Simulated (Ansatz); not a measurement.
Run report: Au, geometry relaxation

The run: geometry relaxation of Au (1 atom in the cell). Method and program: DFT PBE, scalar-relativistic, plane waves, PAW, no spin polarisation (Ansatz 0.2.0).

The structure derives from an entry of the Crystallography Open Database.

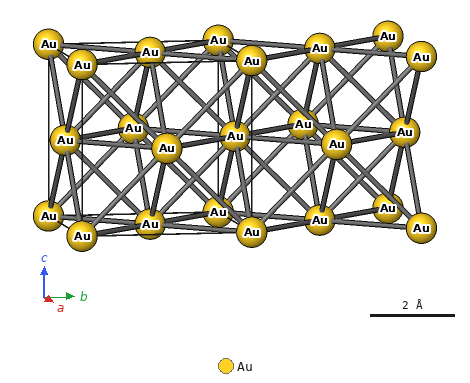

*The structure as given in the input (ball-and-stick view of the cell 4 times as large as that of the calculation, set on its symmetry axes, repeated 1 × 2 × 1, seen slightly off an axis). An atom can appear more than once, as a periodic image.*

Input file
```yaml
crystal:
  lattice:
    - [0.0, -2.0826515437, -2.0826515437]
    - [2.0826515437, 0.0, -2.0826515437]
    - [2.0826515437, -2.0826515437, 0.0]
  atoms:
    - { symbol: Au, position: [0.0, 0.0, 0.0] }
basis:
  ecutwfc: 420
kpoints:
  mp_grid: { grid: [18, 18, 18] }
hamiltonian:
  xc: pbe
scf:
  occupations: { method: gaussian, width: 0.1 }
output:
  forces: true
  stress: true
  eigenvalues: true
  write_density: true
  write_potential: true
  elf: true
  volumetric_format: npy
relax:
  adjacent_minimum: "off"
  f_tol: 0.005
  max_steps: 80
  cell: { stress_tol: 0.05 }
```

Run on 1 thread of Intel Xeon (Sapphire Rapids), 32 GiB of memory available, shared host.

Command:
```bash
ansatz run input.yaml --threads 1 --pin off --max-ram 2560MiB --backend cpu --events-out ev --progress --plain --runs-dir out
```

Log
```
Engine: ansatz 0.2.0, x86_64-unknown-linux-gnu
Pseudopotentials: kind: paw
Pseudopotential: Au, paw, valence charge 19, recommended cutoff 420 eV (normal), Au.paw.azcp
Functional definition: PBE
  parameter kappa = 0.804
  parameter beta = 0.06672455060314922
  exchange = pbe_x(kappa = kappa, mu = beta*pi^2/3)
  correlation = pbe_c(beta = beta)
Crystal: 1 atoms, lattice volume = 18.067 Å³
Basis set: ecut = 420 eV, 339 PW (Γ), exchange–correlation on 40×40×40 points (8 copies of the dense FFT grid, shifted against one another)
Bands: 14, of which v1, the nominal top of the filled ones, is band 10 counted from 1 (9 counted from 0)
Symmetry: 48 space group operations
Space group: Fm-3m (ITA 225), of the structure as read, at distance tolerance 2.6e-5 Å
k-points: 195 of 5832
Non-local potential: Au, projectors of the file, l = 0: 3, l = 1: 2, l = 2: 2, l = 3: 1
PAW form: soft (Blöchl's): semilocal exchange-correlation on the pseudo side does not see the compensation charge
PAW one-centre angular grid: Au, 590 points (default); XC on 64 Gauss nodes
Initial density: superposition of atomic densities (neutral atoms: chi_scale 0, normalization atom), corrected by the library's trained network
Initial wavefunctions: pseudopotential atomic-orbital guess
Functional: x = pbe(κ = 0.804, μ = 0.2195149727645171), c = pbe(β = 0.06672455060314922)
SCF iter   1: F=—  HF=-13149.328804 eV  |F-HF|=—  |Δ(HF+E_count)|=         —  Δρ=1.43e-3  dr2=5.60e-5  ethr=1.77e-3  ⟨swp⟩=4.7  Hψ=13699  notcnv=0
preconditioner: auto → none  [metal: Δε(μ)=0.044 eV  Ē_g=15.445 eV  σ=0.100 eV  W_gap=0.25  n_scr=8 (ndim 8)  ℏωp=29.0 eV  f_vac=0.000  D(μ)=0.25/eV (n_scr^D=0)  sad-step TF]
SCF iter   2: F=—  HF=-13149.329177 eV  |F-HF|=—  |Δ(HF+E_count)|=   3.73e-4  Δρ=8.08e-4  dr2=2.07e-5  ethr=2.95e-7  ⟨swp⟩=2.2  Hψ=6171  notcnv=0
SCF iter   3: F=—  HF=-13149.329261 eV  |F-HF|=—  |Δ(HF+E_count)|=   8.45e-5  Δρ=1.23e-4  dr2=2.87e-6  ethr=1.09e-7  ⟨swp⟩=2.0  Hψ=3738  notcnv=0
iter 4 did not close the SCF: its close was put off for the readings that it lacked (scf_convergence_deferred on its scf_iter line)
SCF iter   4: F=-13149.329260 eV  HF=-13149.329260 eV  |F-HF|=4.11e-8  |Δ(HF+E_count)|=   8.79e-7  Δρ=3.83e-5  dr2=8.66e-8  ethr=1.51e-8  ⟨swp⟩=2.1  Hψ=3601  notcnv=0
iter 5 did not close the SCF: its close was put off for the readings that it lacked (scf_convergence_deferred on its scf_iter line)
SCF iter   5: F=-13149.329260 eV  HF=-13149.329260 eV  |F-HF|=2.80e-9  |Δ(HF+E_count)|=   5.44e-8  Δρ=7.66e-6  dr2=7.06e-9  ethr=4.56e-10  ⟨swp⟩=2.2  Hψ=3581  notcnv=0
SCF iter   6: F=-13149.329260 eV  HF=-13149.329260 eV  |F-HF|=3.78e-10  |Δ(HF+E_count)|=  1.98e-10  Δρ=1.92e-6  dr2=6.56e-10  ethr=3.71e-11  ⟨swp⟩=5.2  Hψ=13622  notcnv=0
SCF 1 converged in 6 iterations: F = -13149.329260 eV  dr2 = 6.56e-10
  greatest PAW one-centre occupation: 1.000 electrons in one spin orbital (limit 2), on the Au atom at site 0 (counted from 0), in its partial waves of l = 0
relax step   1: F+E_penalty+E_count = -13149.32926049 eV  Δ(F+E_penalty+E_count) = +0.000e0 eV  max|allowed force component| = 0.000e0 eV/Å  Δτ_max = 0.0000 Å  P = -0.741 GPa  Ω = 18.067 Å³  (6 SCF iters, dr2 threshold 1.00e-7 eV, accepted)
Crystal: 1 atoms, lattice volume = 17.811 Å³
Basis set: ecut = 420 eV, 331 PW (Γ), exchange–correlation on 40×40×40 points (8 copies of the dense FFT grid, shifted against one another)
Initial density: handed on by an earlier stage of this run
Initial wavefunctions: those handed on with the density
iter 1 solved again at ethr=6.01e-7 eV; its pass at ethr=3.10e-3 eV (dr2=1.14e-4 eV) is discarded
SCF iter   1: F=—  HF=-13149.328978 eV  |F-HF|=—  |Δ(HF+E_count)|=         —  Δρ=9.35e-4  dr2=1.68e-4  ethr=6.01e-7  ⟨swp⟩=2.0  Hψ=18454  notcnv=0
preconditioner: auto → none  [metal: Δε(μ)=0.032 eV  Ē_g=15.583 eV  σ=0.100 eV  W_gap=0.18  n_scr=8 (ndim 8)  ℏωp=29.2 eV  f_vac=0.000  D(μ)=0.26/eV (n_scr^D=0)]
SCF iter   2: F=—  HF=-13149.328940 eV  |F-HF|=—  |Δ(HF+E_count)|=   3.81e-5  Δρ=4.19e-4  dr2=1.35e-5  ethr=6.01e-7  ⟨swp⟩=2.0  Hψ=3792  notcnv=0
SCF iter   3: F=—  HF=-13149.328932 eV  |F-HF|=—  |Δ(HF+E_count)|=   8.34e-6  Δρ=1.66e-4  dr2=2.35e-6  ethr=7.11e-8  ⟨swp⟩=2.9  Hψ=4608  notcnv=0
SCF iter   4: F=—  HF=-13149.328932 eV  |F-HF|=—  |Δ(HF+E_count)|=   1.42e-7  Δρ=3.68e-5  dr2=1.03e-7  ethr=1.24e-8  ⟨swp⟩=1.0  Hψ=2730  notcnv=0
SCF iter   5: F=-13149.328932 eV  HF=-13149.328932 eV  |F-HF|=2.27e-10  |Δ(HF+E_count)|=   1.51e-8  Δρ=4.02e-6  dr2=9.46e-10  ethr=5.26e-10  ⟨swp⟩=6.0  Hψ=12159  notcnv=0
SCF 2 converged in 5 iterations: F = -13149.328932 eV  dr2 = 9.46e-10
relax step   2: F+E_penalty+E_count = -13149.32893165 eV  Δ(F+E_penalty+E_count) = +3.288e-4 eV  max|allowed force component| = 0.000e0 eV/Å  Δτ_max = 0.0000 Å  P = +1.293 GPa  Ω = 17.811 Å³  energy of the carried Pulay correction = +8.467e-5 eV  (5 SCF iters, dr2 threshold 1.00e-7 eV, rejected (line search))
Crystal: 1 atoms, lattice volume = 17.973 Å³
iter 1 solved again at ethr=1.95e-7 eV; its pass at ethr=3.10e-3 eV (dr2=3.71e-5 eV) is discarded
SCF iter   1: F=—  HF=-13149.329530 eV  |F-HF|=—  |Δ(HF+E_count)|=         —  Δρ=5.89e-4  dr2=6.80e-5  ethr=1.95e-7  ⟨swp⟩=2.1  Hψ=18075  notcnv=0
eigensolver tolerance schedule calibrated: the retry pair's looser diagonalisation under-reported the residual by θ = 0.45 (0.11/decade); ethr = c·dr2/N_el runs at the constant in force after the calibration composes with the one it found (an armed cap, an earlier calibration), c = 8.6e-2
preconditioner: auto → none  [metal: Δε(μ)=0.041 eV  Ē_g=15.502 eV  σ=0.100 eV  W_gap=0.23  n_scr=8 (ndim 8)  ℏωp=29.0 eV  f_vac=0.000  D(μ)=0.26/eV (n_scr^D=0)]
SCF iter   2: F=—  HF=-13149.329518 eV  |F-HF|=—  |Δ(HF+E_count)|=   1.21e-5  Δρ=2.67e-4  dr2=5.57e-6  ethr=1.95e-7  ⟨swp⟩=2.0  Hψ=3808  notcnv=0
SCF iter   3: F=—  HF=-13149.329515 eV  |F-HF|=—  |Δ(HF+E_count)|=   3.24e-6  Δρ=1.05e-4  dr2=9.60e-7  ethr=2.51e-8  ⟨swp⟩=2.8  Hψ=4555  notcnv=0
SCF iter   4: F=—  HF=-13149.329514 eV  |F-HF|=—  |Δ(HF+E_count)|=   5.66e-7  Δρ=2.30e-5  dr2=4.06e-8  ethr=4.33e-9  ⟨swp⟩=1.3  Hψ=2944  notcnv=0
SCF iter   5: F=—  HF=-13149.329514 eV  |F-HF|=—  |Δ(HF+E_count)|=   6.32e-9  Δρ=2.45e-6  dr2=3.74e-10  ethr=1.83e-10  ⟨swp⟩=2.7  Hψ=4594  notcnv=0
SCF iter   6: F=-13149.329514 eV  HF=-13149.329514 eV  |F-HF|=1.82e-12  |Δ(HF+E_count)|=  1.06e-10  Δρ=1.22e-7  dr2=2.09e-12  ethr=1.00e-12  ⟨swp⟩=3.5  Hψ=11908  notcnv=0
SCF 3 converged in 6 iterations: F = -13149.329514 eV  dr2 = 2.09e-12
relax step   3: F+E_penalty+E_count = -13149.32951448 eV  Δ(F+E_penalty+E_count) = -2.540e-4 eV  max|allowed force component| = 0.000e0 eV/Å  Δτ_max = 0.0000 Å  P = -0.016 GPa  Ω = 17.973 Å³  energy of the carried Pulay correction = +3.098e-5 eV  (6 SCF iters, accepted)
Initial wavefunctions: pseudopotential atomic-orbital guess (no wavefunctions were taken with the density)
iter 1 solved again at ethr=1.16e-9 eV; its pass at ethr=3.10e-3 eV (dr2=2.19e-7 eV) is discarded
SCF iter   1: F=—  HF=-13149.329483 eV  |F-HF|=—  |Δ(HF+E_count)|=         —  Δρ=1.27e-5  dr2=5.07e-9  ethr=1.16e-9  ⟨swp⟩=4.2  Hψ=23008  notcnv=0
preconditioner: auto → none  [metal: Δε(μ)=0.040 eV  Ē_g=15.497 eV  σ=0.100 eV  W_gap=0.22  n_scr=8 (ndim 8)  ℏωp=29.0 eV  f_vac=0.000  D(μ)=0.26/eV (n_scr^D=0)]
SCF iter   2: F=—  HF=-13149.329483 eV  |F-HF|=—  |Δ(HF+E_count)|=   2.07e-7  Δρ=5.88e-6  dr2=1.06e-9  ethr=2.67e-11  ⟨swp⟩=2.2  Hψ=4557  notcnv=0
SCF iter   3: F=—  HF=-13149.329483 eV  |F-HF|=—  |Δ(HF+E_count)|=  8.79e-10  Δρ=1.61e-6  dr2=2.47e-10  ethr=5.58e-12  ⟨swp⟩=2.2  Hψ=3913  notcnv=0
SCF iter   4: F=-13149.329483 eV  HF=-13149.329483 eV  |F-HF|=1.09e-11  |Δ(HF+E_count)|=  3.64e-12  Δρ=3.31e-7  dr2=4.29e-12  ethr=1.00e-12  ⟨swp⟩=3.9  Hψ=11958  notcnv=0
SCF 4 converged in 4 iterations: F = -13149.329483 eV  dr2 = 4.29e-12
relax step   4: F+E_penalty+E_count = -13149.32948305 eV  Δ(F+E_penalty+E_count) = +3.143e-5 eV  max|allowed force component| = 0.000e0 eV/Å  Δτ_max = 0.0000 Å  P = -0.016 GPa  Ω = 17.973 Å³  stress off target by 1.56e-2 GPa  SCF on the basis re-selected at this cell (its energy is not comparable with the rows above)  (4 SCF iters)
```

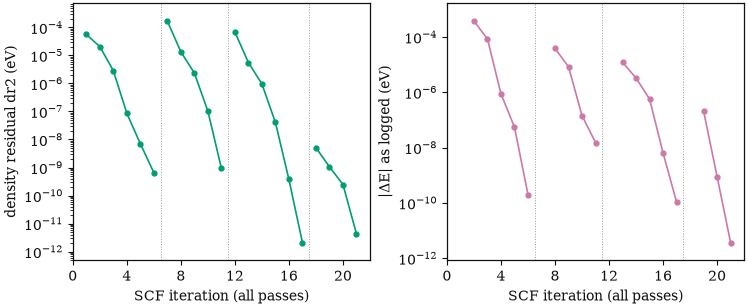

*Convergence of the self-consistent field: density residual dr2 and size of the energy change against the SCF iteration. The dotted lines part the SCF passes of the relaxation: geometry steps, rejected trials and re-solves on a re-selected basis.*

The passes take 6, 5, 6 and 4 iterations.

```
basis re-selected at this cell: Δ(F+E_penalty+E_count) = +3.143e-5 eV, ΔP = +0.001 GPa vs the last step (what re-selecting the basis moved, of the pressure what is left beyond the Pulay correction that the steps carried, after the strain that the cell walked since its last selection, with what the two solves' SCF thresholds leave and, on support functions, any second-order correction that the steps lacked; it is no measure of the basis error at this ecutwfc). This SCF's stress stands 1.56e-2 GPa from its target on what of the cell is left free (relax.cell.stress_tol is 5.00e-2 GPa) and its largest allowed force component is 0.00e0 eV/Å (relax.f_tol is 5.00e-3 eV/Å): within both
SCF converged after 4 iterations
Free energy (F): -13149.329483 eV
Harris-Foulkes:  -13149.329483 eV  (|F-HF|=1.09e-11)
Internal energy: -13149.328202 eV  (E = F + TS)
E sigma→0 (E₀):  -13149.328843 eV
Entropy (-TS):   -0.001281 eV (-1.281 meV/atom)
Fermi energy:    19.168236 eV
--- Per-component energies (eV) ---
  E_band       = -229.707439
  E_kinetic    = 604.107788
  E_local      = -1783.151288  (includes V_loc(G=0)·N_el)
  E_nonlocal   = 74.382287
  E_hartree    = 755.657561
  E_xc         = -227.658958
  E_vxc        = -274.755018  (∫ρ·V_xc dr)
  E_paw        = -9706.756086  (= ΣΔE_a)
  E_vpaw       = -361.607682  (= ΣTr[D̂ρ^β])
  E_aug_tail   = 0.001385  (compensation charges beyond the density's cutoff)
  E_ewald      = -2865.910891
  E_smearing   = -0.001281  (= −TS)
  E_closure    = 0.000000  (closes the sum)
  Σ components = -13149.329483   (vs F -13149.329483, Δ=0.00e0)
--- Forces (eV/Å), atoms counted from 1 ---
  atom   1  Au    -0.00000000     0.00000000    -0.00000000
  max |Σ_I F_I| component: 4.11e-32 eV/Å
--- Stress (GPa, compression-positive) ---
       -0.015553      -0.000000       0.000000
        0.000000      -0.015553      -0.000000
        0.000000      -0.000000      -0.015553
  P = ⅓ Tr σ = -0.0156 GPa (-0.156 kbar)
--- Band table (eV; the first three rows and the last of 195) ---
  k-point 0: bands = ["-86.0482", "-37.4154", "-37.4154", "-37.4154", "9.8910", "14.7958", "14.7958", "14.7958", "16.1796", "16.1796", "33.7415", "37.4386", "37.4386", "37.4386"]
  k-point 1: bands = ["-86.0480", "-37.4207", "-37.4162", "-37.4162", "9.9941", "14.7638", "14.8304", "14.8304", "16.1643", "16.1643", "33.8531", "36.7282", "37.5502", "37.5502"]
  k-point 2: bands = ["-86.0472", "-37.4362", "-37.4185", "-37.4185", "10.2956", "14.6831", "14.9206", "14.9206", "16.1336", "16.1336", "34.0673", "35.2848", "37.8614", "37.8614"]
  k-point 194: bands = ["-86.0364", "-37.5426", "-37.5253", "-37.4847", "13.5996", "14.0757", "14.7173", "16.1076", "17.5734", "23.6823", "24.6674", "25.9957", "28.3264", "40.6702"]
--- Relaxed structure (3 steps of the walk, 2 accepted, 1 SCFs on fresh bases) ---
  F+E_penalty+E_count = -13149.32948305 eV   max|allowed force component| = 0.000e0 eV/Å   (the final SCF, on the basis selected at the relaxed cell)
  cell:  # Å, volume = 17.9729 Å³
    - [-1.6241498354854693e-34, -2.0790388404592544, -2.0790388404592544]
    - [2.0790388404592544, 1.2101508578127028e-34, -2.0790388404592544]
    - [2.0790388404592544, -2.0790388404592544, 9.235361809623257e-35]
  atoms:
    - { symbol: Au, position: [-0.0, 0.0, 0.0] }
```

Trajectory as extended XYZ (Å, eV, eV/Å), 4 frames, from step=1 to step=4
```
1
Lattice="0.0000 -2.0827 -2.0827 2.0827 0.0000 -2.0827 2.0827 -2.0827 0.0000" Properties=species:S:1:pos:R:3:forces:R:3 step=1 energy=-13149.32926 pressure_GPa=-0.74
Au    0.0000    0.0000    0.0000    0.0000   0.0000   0.0000
1
Lattice="0.0000 -2.0728 -2.0728 2.0728 0.0000 -2.0728 2.0728 -2.0728 0.0000" Properties=species:S:1:pos:R:3:forces:R:3 step=2 energy=-13149.32893 pressure_GPa=1.29 accepted=F
Au    0.0000    0.0000    0.0000    0.0000   0.0000   0.0000
1
Lattice="0.0000 -2.0790 -2.0790 2.0790 0.0000 -2.0790 2.0790 -2.0790 0.0000" Properties=species:S:1:pos:R:3:forces:R:3 step=3 energy=-13149.32951 pressure_GPa=-0.02
Au    0.0000    0.0000    0.0000    0.0000   0.0000   0.0000
1
Lattice="0.0000 -2.0790 -2.0790 2.0790 0.0000 -2.0790 2.0790 -2.0790 0.0000" Properties=species:S:1:pos:R:3:forces:R:3 step=4 energy=-13149.32948 pressure_GPa=-0.02
Au    0.0000    0.0000    0.0000    0.0000   0.0000   0.0000
```

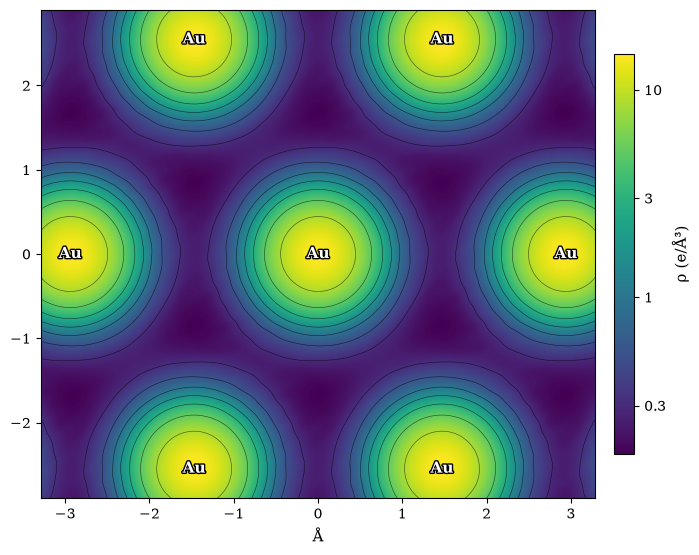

*Valence charge density (pseudo) on the (111) plane of the conventional cell.*

Atoms in the plane: Au. Au–Au (2.94 Å): ρ is about 0.25 e/Å³ halfway. Away from the nuclei the density in this plane falls to 0.17 e/Å³ at its lowest. In a PAW calculation such maps are meaningful between the atoms, not at the nuclei.

Summary

| quantity | value |
| --- | --- |
| outcome | converged |
| space group (tolerance 0.01 Å) | Fm-3m (225) |
| electrons treated | 19 |
| free energy | −13149.3295 eV |
| Fermi energy | 19.168 eV |
| gap on the k-point mesh | none (metallic) |
| pressure | −0.02 GPa |
| final volume | 17.97 Å³ |
| largest force (length of the vector) at the end | under 0.001 eV/Å |
| final cell | a = 2.940 Å, b = 2.940 Å, c = 2.940 Å, α = 60.00°, β = 60.00°, γ = 60.00° |
| wall time | 8.4 s |
| peak memory | 0.4 GiB |

Notes

Spin–orbit coupling is left out, which matters for Au.
